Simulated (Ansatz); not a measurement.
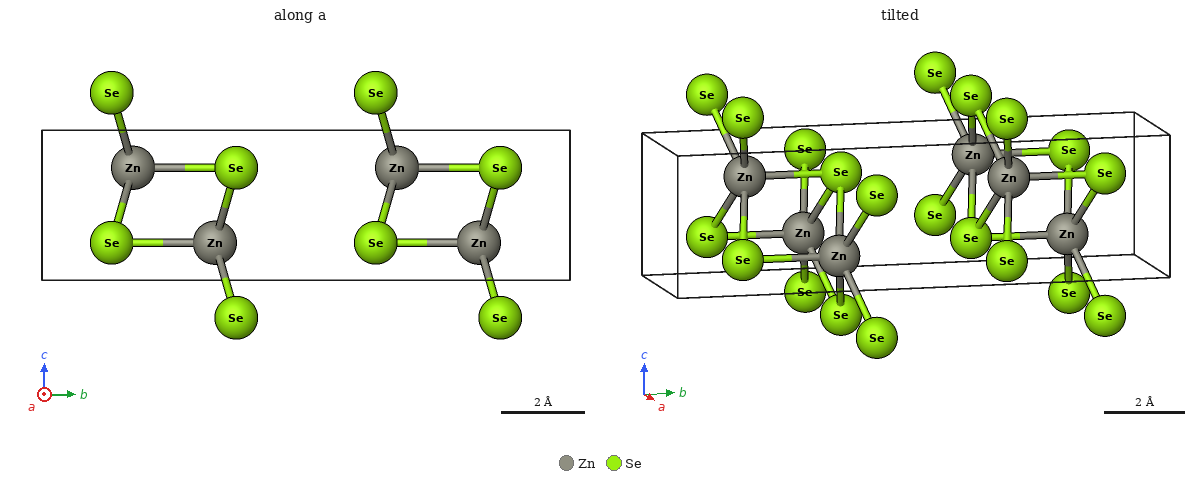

Drawn in the ball-and-stick manner and seen along the a axis and slightly off an axis. The conventional unit cell is drawn as a box. Some neighbours outside the box are added.

ZnSe, space group Cmcm (No. 63), a = 3.63 Å, b = 12.83 Å, c = 3.64 Å, α = 90.00°, β = 90.00°, γ = 90.00°.

Theory: DFT, r2SCAN+rVV10, plane waves, PAW in Ansatz 0.2.0. Numerical settings: cutoff 500 eV, k-points about 0.22 Å⁻¹ apart, Fermi-Dirac smearing of 0.03 eV, no spin polarisation.

What is the electronic character?

Answer. A semiconductor at this level, with a gap of 0.31 eV, indirect; the smallest direct gap is 1.66 eV.

What pressure does the calculation give for this cell?

Answer. The computed pressure is -0.1 GPa, close to zero.

Its origin is a structure type filled with these elements by a generator (whether the compound takes this form wasn't checked). Earlier steps of the study, as a rule a relaxation of our own, may have changed the cell and positions, so they can lie some per cent off the listed ones. A calculation with Ansatz used it as input.
